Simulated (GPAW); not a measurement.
System: HfO₂ (space group P4_2/nmc).

Calculation (GPAW 26.7.0): PAW DFT in plane waves, on a grid or in atomic orbitals, no spin polarisation; energies at scaled volumes of the given cell, shape and fractions fixed, counted from the fit's minimum, third-order Birch-Murnaghan fit. All runs: no spin polarisation.

```tsv
setting	value
occupations	Fermi–Dirac
smearing width	0.05 eV
wave cutoff	800 eV
```

Settings that differ: PBEsol: k mesh 8×8×5, potentials PAW-data-sets-made-by gpaw-setup-for-the-functional; LDA: k mesh 5×5×4, potentials GPAW-PAW-data-sets-(gpaw-data-1.2.1).

Describe the result: the energy against volume, with one curve for each functional. The cases: PBEsol; LDA.

The fitted equilibrium volumes, smallest first, are LDA 10.695, PBEsol 11.019 Å³/atom. The fitted bulk moduli, smallest first, are PBEsol 260.5, LDA 277.7 GPa.

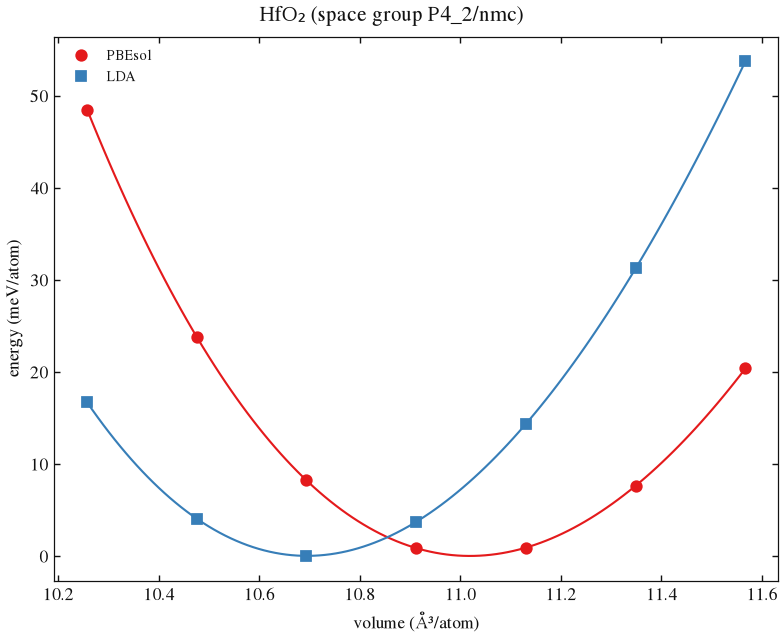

Keep in mind: shape and atomic fractions are frozen while scaling, which makes layered, chain and framework solids too stiff.
